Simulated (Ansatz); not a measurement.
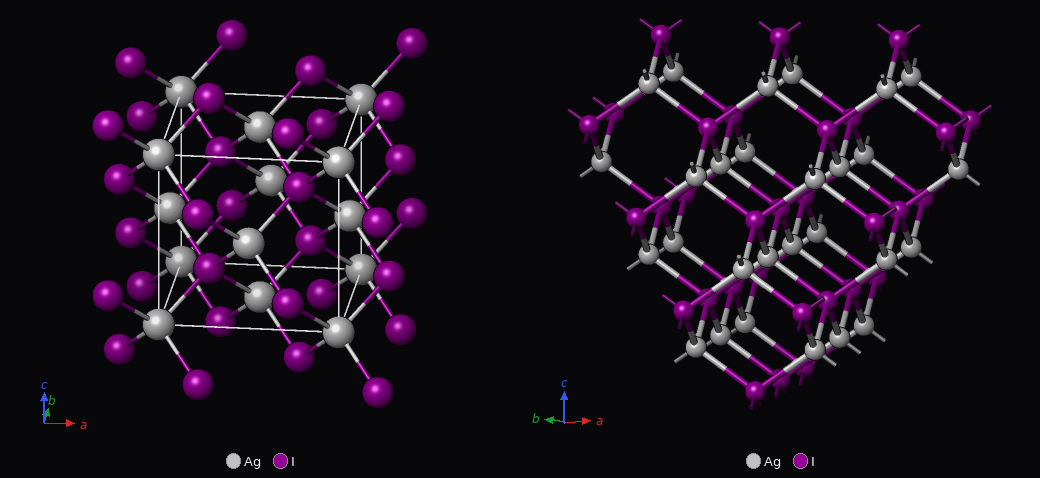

Left: the structure. Right: its underlying net. Nodes are coloured by element. Edges to nodes outside the piece are drawn as stubs.

System AgI (space group F-43m, No. 216); source of the atomic positions: a calculation's input that goes back to an entry of the Crystallography Open Database (an earlier step may have relaxed or displaced it).

Bonds are taken as Ag–I below 3.2 Å. Simplification: prune 0- and 1-connected atoms, fold 2-connected ones into links.

The result is a uninodal 4-connected, three-periodic net: Ag and I are 4-connected nodes. It is the dia net, known from diamond, zinc blende and cristobalite. It is a single net, without interpenetration.

```csv
node,links,point symbol,coordination sequence
Ag and I,4,6⁶,4 12 24 42
```
